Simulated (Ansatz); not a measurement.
## Hf$_{16}$O$_{31}$: single-point calculation (part 2 of 2)

Continued. System: Hf$_{16}$O$_{31}$ (defect cell, 47 atoms in the cell). Method: DFT PBE, scalar-relativistic, plane waves, PAW, spin-polarised (Ansatz 0.2.0); cutoff 420 eV, 2×2×2 k-mesh, Gaussian smearing of 0.05 eV, collinear spins. The structure derives from a Materials Project entry.

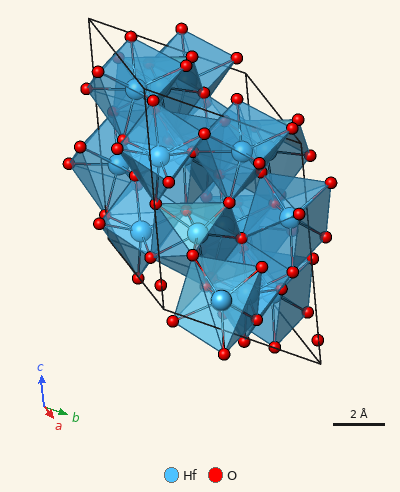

*The structure (polyhedral view of the cell of the calculation, seen slightly off an axis; polyhedra are completed across the faces of the cell). An atom can appear more than once, as a periodic image.*

Output, continued:
```
  k-point 0 ↑: bands = ["-45.2843", "-45.2556", "-45.2514", "-45.2508", "-45.2489", "-45.2470", "-45.2340", "-45.2309", "-45.2236", "-45.2159", ... 152 levels left out ..., "4.9340", "4.9357", "4.9365", "4.9376", "4.9391", "4.9397", "4.9412", "4.9418", "4.9441", "4.9462", "4.9467", "4.9486", "4.9498", "4.9512", "4.9519", "4.9533", "4.9567", "4.9584", "4.9627", "4.9630", "4.9666", "4.9684", "4.9700", "4.9736", "4.9750", "4.9775", "4.9821", "4.9837", "4.9869",
      "4.9929", "5.0206", "5.0304", "5.0361", "5.0412", "5.0553", "5.0576", "5.0605", "5.0654", "5.0664", "5.0727", "5.0755", "5.0764", "5.0870", "5.0885", "5.1122", "9.5280", "9.6238", "9.7239", "10.1378", "10.1662", "10.1923", "10.2282", "10.4260", "10.5017", "10.5488", "10.5594", "10.6486", "10.6643", "10.6786", "10.6885", "10.6970", "10.7690", "10.8489", "10.9090", "11.0304", "11.0986", "11.1819", "11.2991", "11.3355",
      "11.3486", "11.3500", "11.3812", "11.4920", "11.6911", "11.7817", "11.8082", "11.8218", "11.8338", "11.8438", "11.8639", "11.9034", "11.9543", "11.9564", "11.9936", "12.0063", "12.1399", "12.2526", "12.3478", "12.3778", "12.3902", "12.4675", "12.5157", "12.5789", "12.6574", "12.7936", "12.8310", "12.8392", "12.8466", "12.8962", "12.9566", "12.9867", "13.0242", "13.0355", "13.0996", "13.1825", "13.3803", "13.4744", "13.4917", "13.5077",
      "13.5451", "13.5886", "13.5961", "13.6209", "13.6722", "13.6934", "13.7003", "13.7114", "13.7681", "13.8665", "13.9121", "14.0152", "14.0340", "14.0765", "14.1083", "14.1679", "14.3111", "14.3216", "14.3809", "14.3938", "14.4308", "14.4663", "14.5315", "14.5662", "14.6257", "14.6846", "14.8574", "14.9546", "15.0214", "17.6895", "19.3569", "19.5991", "19.7091", "19.8038", "19.8692", "19.9835", "20.0831", "20.1069", "20.1899", "20.2976",
      "20.3186", "20.3472", "20.3707", "20.4204", "20.4328", "20.5760", "20.6424", "20.8477", "20.9253", "20.9510", "21.0508", "21.1313", "21.2082", "21.2229", "21.2554", "21.3433", "21.3470", "21.4212", "21.4558", "21.4710", "21.5389", "21.5638", "21.6711", "21.7973", "21.8755", "21.9022", "21.9491", "22.0354", "22.1204", "22.2157", "22.2817", "22.3149", "22.4636", "22.5463", "22.6270", "22.7018", "22.7843", "22.8236", "22.9001", "22.9945",
      "23.0499", "23.2413", "23.4315", "23.5134", "23.5383", "23.5578", "23.5882", "23.6083", "23.6244", "23.7382", "23.8671"]
  k-point 1 ↑: bands = ["-45.2842", "-45.2553", "-45.2518", "-45.2507", "-45.2490", "-45.2470", "-45.2342", "-45.2310", "-45.2234", "-45.2161", ... 152 levels left out ..., "4.9342", "4.9363", "4.9368", "4.9382", "4.9401", "4.9413", "4.9420", "4.9437", "4.9446", "4.9459", "4.9463", "4.9476", "4.9495", "4.9510", "4.9516", "4.9535", "4.9581", "4.9581", "4.9614", "4.9636", "4.9673", "4.9703", "4.9709", "4.9732", "4.9752", "4.9772", "4.9788", "4.9799", "4.9885",
      "5.0062", "5.0108", "5.0305", "5.0350", "5.0411", "5.0539", "5.0598", "5.0605", "5.0655", "5.0674", "5.0706", "5.0750", "5.0768", "5.0868", "5.0889", "5.1071", "9.7091", "9.7437", "10.0709", "10.1009", "10.2530", "10.2939", "10.3052", "10.3381", "10.3400", "10.3450", "10.3930", "10.4256", "10.6390", "10.6466", "10.6879", "10.7329", "10.7636", "10.8540", "10.9763", "11.0219", "11.0419", "11.0508", "11.0637", "11.1821",
      "11.3878", "11.4201", "11.4875", "11.5081", "11.5450", "11.5587", "11.6268", "11.6484", "11.7761", "11.8000", "11.8268", "11.8457", "11.9152", "12.0001", "12.0456", "12.1164", "12.2251", "12.2415", "12.2952", "12.4096", "12.4955", "12.5764", "12.6264", "12.6674", "12.7782", "12.8027", "12.8038", "12.8425", "12.8589", "12.9701", "13.0355", "13.1038", "13.1509", "13.1659", "13.2159", "13.2201", "13.2458", "13.3256", "13.3494", "13.3800",
      "13.4087", "13.4475", "13.5142", "13.5378", "13.6082", "13.7420", "13.7861", "13.8058", "13.8174", "13.8624", "13.9034", "14.0046", "14.2068", "14.3029", "14.3286", "14.3460", "14.3806", "14.4082", "14.4481", "14.4822", "14.5294", "14.5722", "14.5857", "14.5987", "14.6103", "14.6175", "14.6465", "14.7741", "14.8144", "17.7470", "19.2918", "19.6211", "19.7486", "19.8042", "19.8646", "19.9447", "20.0146", "20.1713", "20.2134", "20.2471",
      "20.3465", "20.3702", "20.4000", "20.4552", "20.4998", "20.5527", "20.6883", "20.7677", "20.8341", "20.9281", "21.0953", "21.1111", "21.1550", "21.1710", "21.2746", "21.3029", "21.3312", "21.3409", "21.4168", "21.4324", "21.5157", "21.5375", "21.7226", "21.7844", "21.8220", "21.9352", "21.9438", "21.9772", "22.0979", "22.2117", "22.3132", "22.4709", "22.5643", "22.6507", "22.6866", "22.7288", "22.7805", "22.8359", "22.9921", "23.0917",
      "23.1105", "23.2444", "23.3738", "23.4636", "23.4955", "23.5482", "23.6311", "23.7449", "23.8437", "23.8867", "23.9278"]
  k-point 2 ↑: bands = ["-45.2843", "-45.2540", "-45.2525", "-45.2514", "-45.2489", "-45.2471", "-45.2342", "-45.2308", "-45.2236", "-45.2159", ... 152 levels left out ..., "4.9350", "4.9369", "4.9375", "4.9383", "4.9390", "4.9395", "4.9403", "4.9427", "4.9440", "4.9442", "4.9467", "4.9480", "4.9497", "4.9513", "4.9528", "4.9561", "4.9567", "4.9589", "4.9603", "4.9630", "4.9668", "4.9693", "4.9707", "4.9736", "4.9749", "4.9758", "4.9823", "4.9845", "4.9886",
      "5.0027", "5.0079", "5.0305", "5.0351", "5.0420", "5.0540", "5.0591", "5.0609", "5.0652", "5.0681", "5.0727", "5.0754", "5.0757", "5.0868", "5.0888", "5.1050", "9.9553", "9.9711", "10.0405", "10.0895", "10.1373", "10.1581", "10.2096", "10.2140", "10.2556", "10.2738", "10.5881", "10.6143", "10.6478", "10.6677", "10.7506", "10.7671", "10.7890", "10.7945", "10.8399", "10.9215", "11.0244", "11.0245", "11.1521", "11.2175",
      "11.3202", "11.3511", "11.3592", "11.3882", "11.4616", "11.4885", "11.5156", "11.6086", "11.7320", "11.7566", "11.7676", "11.8426", "11.9286", "11.9952", "12.1240", "12.1370", "12.1889", "12.2514", "12.4258", "12.4461", "12.4813", "12.5259", "12.5592", "12.7319", "12.7969", "12.8829", "12.9372", "12.9417", "12.9627", "12.9743", "13.0809", "13.1491", "13.1961", "13.2180", "13.2654", "13.3068", "13.3401", "13.5085", "13.5387", "13.5510",
      "13.5587", "13.6267", "13.6409", "13.6550", "13.6705", "13.6832", "13.7157", "13.7268", "13.7910", "13.8053", "13.8488", "13.8789", "14.0124", "14.0754", "14.0865", "14.1130", "14.2804", "14.3328", "14.3674", "14.4007", "14.4532", "14.5428", "14.5660", "14.6281", "14.6817", "14.7102", "14.7233", "14.7728", "14.7781", "17.7353", "19.3551", "19.5901", "19.6770", "19.7767", "19.8996", "19.9645", "20.0257", "20.0876", "20.1964", "20.3099",
      "20.4315", "20.4467", "20.4860", "20.5123", "20.5534", "20.5773", "20.6259", "20.7992", "20.8838", "20.9364", "20.9540", "21.0114", "21.0646", "21.1031", "21.1262", "21.2163", "21.2935", "21.3335", "21.4438", "21.4770", "21.4865", "21.5689", "21.8013", "21.8795", "22.0037", "22.0461", "22.1545", "22.2002", "22.2409", "22.3188", "22.3463", "22.3619", "22.4788", "22.5270", "22.6279", "22.6768", "22.7316", "22.8385", "22.8569", "22.9879",
      "23.0513", "23.2460", "23.4998", "23.5560", "23.5810", "23.5993", "23.6674", "23.7610", "23.7690", "23.8101", "23.8841"]
  k-point 7 ↓: bands = ["-45.2842", "-45.2535", "-45.2526", "-45.2514", "-45.2494", "-45.2468", "-45.2345", "-45.2307", "-45.2233", "-45.2160", ... 152 levels left out ..., "4.9347", "4.9352", "4.9364", "4.9375", "4.9389", "4.9412", "4.9419", "4.9449", "4.9451", "4.9455", "4.9474", "4.9485", "4.9501", "4.9522", "4.9548", "4.9554", "4.9571", "4.9580", "4.9621", "4.9648", "4.9652", "4.9668", "4.9701", "4.9750", "4.9768", "4.9795", "4.9821", "4.9858", "4.9885",
      "5.0002", "5.0031", "5.0298", "5.0353", "5.0420", "5.0536", "5.0582", "5.0600", "5.0654", "5.0681", "5.0725", "5.0746", "5.0763", "5.0863", "5.0891", "5.1032", "9.7395", "9.8692", "9.9528", "9.9632", "10.0178", "10.0992", "10.4937", "10.5220", "10.5537", "10.6288", "10.6691", "10.6852", "10.6989", "10.7340", "10.7630", "10.7783", "10.8104", "10.8357", "11.0044", "11.0136", "11.0624", "11.0636", "11.1413", "11.1605",
      "11.1751", "11.1832", "11.2016", "11.2741", "11.3251", "11.4175", "11.4680", "11.4894", "11.5081", "11.5971", "11.6238", "11.7172", "11.9839", "12.1166", "12.1308", "12.1644", "12.2187", "12.2887", "12.4749", "12.5132", "12.5376", "12.5410", "12.5609", "12.5939", "12.6222", "12.7012", "12.7584", "12.8619", "12.9452", "12.9631", "12.9719", "13.0208", "13.0626", "13.1473", "13.1723", "13.2359", "13.2812", "13.3901", "13.4310", "13.4661",
      "13.5097", "13.5324", "13.5712", "13.5804", "13.6025", "13.6079", "13.6214", "13.9114", "13.9839", "14.0573", "14.1245", "14.1503", "14.2143", "14.2604", "14.2748", "14.2828", "14.2996", "14.3183", "14.3693", "14.3991", "14.5278", "14.6314", "14.6704", "14.6886", "14.7346", "14.7479", "14.7966", "14.8600", "14.9338", "17.7580", "19.4296", "19.6473", "19.7012", "19.7691", "19.8220", "19.8547", "19.9145", "20.0119", "20.0503", "20.1673",
      "20.2224", "20.3514", "20.4463", "20.5511", "20.6319", "20.7213", "20.7590", "20.8511", "20.9145", "20.9520", "21.0217", "21.0832", "21.1190", "21.1272", "21.1320", "21.2331", "21.2494", "21.3096", "21.3296", "21.4013", "21.4429", "21.6110", "21.9255", "21.9427", "22.0250", "22.1223", "22.1567", "22.1892", "22.2358", "22.3895", "22.4173", "22.5258", "22.5689", "22.5756", "22.5975", "22.6673", "22.6947", "22.7962", "22.8165", "22.9785",
      "23.1540", "23.1821", "23.2378", "23.3276", "23.4671", "23.5117", "23.6461", "23.7934", "23.8578", "23.8797", "23.9168"]
--- Löwdin populations: 47 sites ---
  site symbol       q [e]    m [muB]
     0     Hf     24.7593    -0.0000
     1     Hf     24.5871     0.0000
     2     Hf     24.5816     0.0000
     3     Hf     24.5826    -0.0000
     4     Hf     24.6266    -0.0000
     5     Hf     24.7806     0.0000
     6     Hf     24.5839    -0.0000
     7     Hf     24.5825    -0.0000
     8     Hf     24.7580    -0.0000
     9     Hf     24.5873    -0.0000
    10     Hf     24.5911    -0.0000
    11     Hf     24.5843     0.0000
    12     Hf     24.5797    -0.0000
    13     Hf     24.5826    -0.0000
    14     Hf     24.6197     0.0000
    15     Hf     24.5842    -0.0000
    16      O      6.6701    -0.0000
    17      O      6.6676    -0.0000
    18      O      6.6690     0.0000
    19      O      6.6507    -0.0000
    20      O      6.6522    -0.0000
    21      O      6.6655    -0.0000
    22      O      6.6676     0.0000
    23      O      6.6634    -0.0000
    24      O      6.6613    -0.0000
    25      O      6.6650    -0.0000
    26      O      6.6569    -0.0000
    27      O      6.6648     0.0000
    28      O      6.6659    -0.0000
    29      O      6.6589    -0.0000
    30      O      6.6643     0.0000
    31      O      6.6549    -0.0000
    32      O      6.6603     0.0000
    33      O      6.6611    -0.0000
    34      O      6.6609    -0.0000
    35      O      6.6511     0.0000
    36      O      6.6621     0.0000
    37      O      6.6530     0.0000
    38      O      6.6597     0.0000
    39      O      6.6653     0.0000
    40      O      6.6565     0.0000
    41      O      6.6531     0.0000
    42      O      6.6663    -0.0000
    43      O      6.6549    -0.0000
    44      O      6.6562    -0.0000
    45      O      6.6674    -0.0000
    46      O      6.6638    -0.0000
  spilling = 0.002557 (of n_electrons = 602.000000)
--- Bader charges: 47 sites ---
  site symbol  charge [e]  shift [e]    m [muB]
     0     Hf      2.3045     0.0050     0.0000
     1     Hf      2.6423     0.0056     0.0000
     2     Hf      2.6449     0.0055     0.0000
     3     Hf      2.6485     0.0056     0.0000
     4     Hf      2.6219     0.0055     0.0000
     5     Hf      2.3294     0.0050     0.0000
     6     Hf      2.6444     0.0056     0.0000
     7     Hf      2.6438     0.0055     0.0000
     8     Hf      2.1447     0.0042     0.0000
     9     Hf      2.6427     0.0056     0.0000
    10     Hf      2.6456     0.0056     0.0000
    11     Hf      2.6454     0.0055     0.0000
    12     Hf      2.6418     0.0055     0.0000
    13     Hf      2.6447     0.0056     0.0000
    14     Hf      2.6353     0.0056     0.0000
    15     Hf      2.6443     0.0056     0.0000
    16      O     -1.3175     0.0030     0.0000
    17      O     -1.3187     0.0030     0.0000
    18      O     -1.3187     0.0030     0.0000
    19      O     -1.3310     0.0031     0.0000
    20      O     -1.3289     0.0032     0.0000
    21      O     -1.3171     0.0031     0.0000
    22      O     -1.3174     0.0030     0.0000
    23      O     -1.3280     0.0025     0.0000
    24      O     -1.3256     0.0025     0.0000
    25      O     -1.3300     0.0025     0.0000
    26      O     -1.3401     0.0026     0.0000
    27      O     -1.3186     0.0024     0.0000
    28      O     -1.3213     0.0025     0.0000
    29      O     -1.3339     0.0026     0.0000
    30      O     -1.3259     0.0025     0.0000
    31      O     -1.3394     0.0026     0.0000
    32      O     -1.3256     0.0025     0.0000
    33      O     -1.3288     0.0025     0.0000
    34      O     -1.3296     0.0025     0.0000
    35      O     -1.3572     0.0026     0.0000
    36      O     -1.3294     0.0025     0.0000
    37      O     -1.3419     0.0026     0.0000
    38      O     -1.3296     0.0026     0.0000
    39      O     -1.3175     0.0030     0.0000
    40      O     -1.3277     0.0031     0.0000
    41      O     -1.3289     0.0031     0.0000
    42      O     -1.3179     0.0030     0.0000
    43      O     -1.3250     0.0031     0.0000
    44      O     -1.3199     0.0031     0.0000
    45      O     -1.3171     0.0030     0.0000
    46      O     -1.3161     0.0031     0.0000
  estimated error of the sums over rays = 5.3e-4 e
```

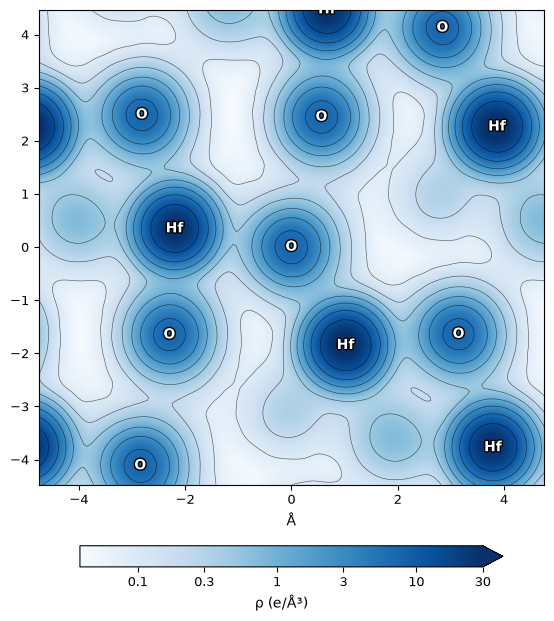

*Valence pseudo-density on the (010) plane of the calculation cell.*

Hf–O (2.01 Å): the density is about 0.97 e/Å³ at the midpoint. Hf–O (2.11 Å): ρ at the midpoint is about 0.72 e/Å³. Hf–O (2.13 Å): ρ is about 0.69 e/Å³ halfway. Hf–O (2.21 Å): ρ is about 0.55 e/Å³ halfway. Hf–O (2.23 Å): the density is about 0.51 e/Å³ at the midpoint. Away from the nuclei the density in this plane falls to 0.04 e/Å³ at its lowest. Core electrons are frozen (PAW), so the fields are smoothed inside the atomic spheres.

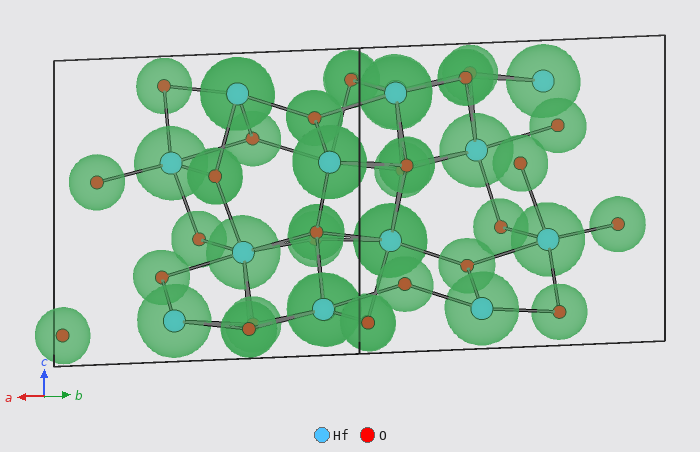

*Isosurface of the valence charge density (pseudo) at 1.5 e/Å³ (green), seen along [110]. Sticks mark near contacts. The outline is the calculation cell.*

At this value the density breaks into separate islands; it holds about 75 % of the electrons treated as valence (semicore included). It is pinched off along the Hf–O (2.01 Å), Hf–O (2.09 Å), Hf–O (2.13 Å) and Hf–O (2.18 Å) contacts. On the grid the lowest density along these lines, outside the cores, is 0.88 e/Å³ (Hf–O, 2.01 Å), 0.71 e/Å³ (Hf–O, 2.09 Å), 0.64 e/Å³ (Hf–O, 2.13 Å) and 0.57 e/Å³ (Hf–O, 2.18 Å).

Summary:

- outcome: converged
- electrons treated: 602
- free energy: −269213.8700 eV
- Fermi energy: 18.561 eV
- gap on the k-point mesh: 1.46 eV
- net moment of the cell: 0.00 μB
- integrated absolute moment: 0.00 μB
- largest force (length of the vector): 0.028 eV/Å
- hardware: 4 threads of Arm Neoverse N1, 98 GiB of memory available, shared host
- wall time: 7.6 min (CPU time 30 min)
- peak memory: 4.8 GiB

Notes:

The program warns: some starting moments were not kept. Spin–orbit coupling is left out, which matters for Hf.
